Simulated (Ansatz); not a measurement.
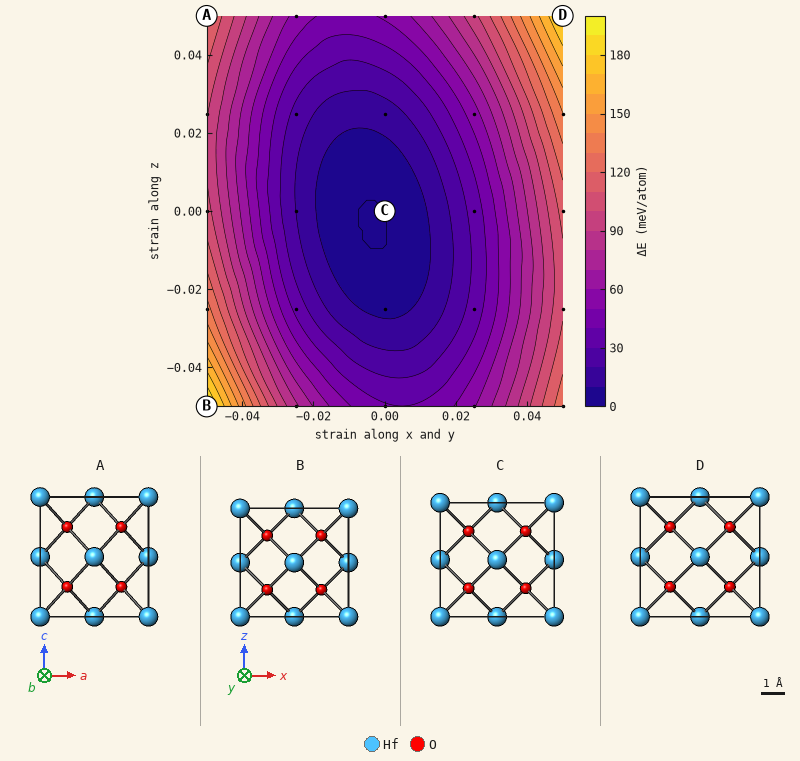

Energy scan for solid HfO$_{2}$ (Fm-3m), in which the cell is strained equally along x and y and separately along z, with the atoms kept at their fractional coordinates. x, y and z are the Cartesian axes of the input. The map is interpolated between the computed points (dots). The lettered frames are marked on it. A ball-and-stick model of the conventional cell (4 times the calculation's cell), seen along the b axis. Lengths and directions refer to the drawn axes.

Level of theory: Ansatz 0.2.0, DFT PBE, scalar-relativistic, plane waves, PAW. (plane-wave cutoff 420 eV; k-point mesh 8 × 8 × 8; occupations gaussian; smearing width 0.05 eV; no spin polarisation). Energies (free energies at the smearing named) are counted from the cell as listed in its source, which wasn't relaxed.

Where is the lowest point of the map, and what else does it tell?

Answer. In pairs of (strain along x and y; strain along z): the lowest computed point lies at (0.000, 0.000) (0.0 meV/atom), the highest at (−0.050, −0.050) (193.4 meV/atom). The valley is tilted: raising the in-plane strain is made harder by raising the strain along z (cross term 0.22 of the geometric mean of the two curvatures). Over the ranges scanned the energy rises more along the first axis, the in-plane strain. The pressure runs from −27.7 GPa at (0.050, 0.050) to 47.8 GPa at (−0.050, −0.050). The frames lie at A (−0.050, 0.050): 121.8 meV/atom, B (−0.050, −0.050): 193.4 meV/atom, C (0.000, 0.000): 0.0 meV/atom, D (0.050, 0.050): 184.3 meV/atom.
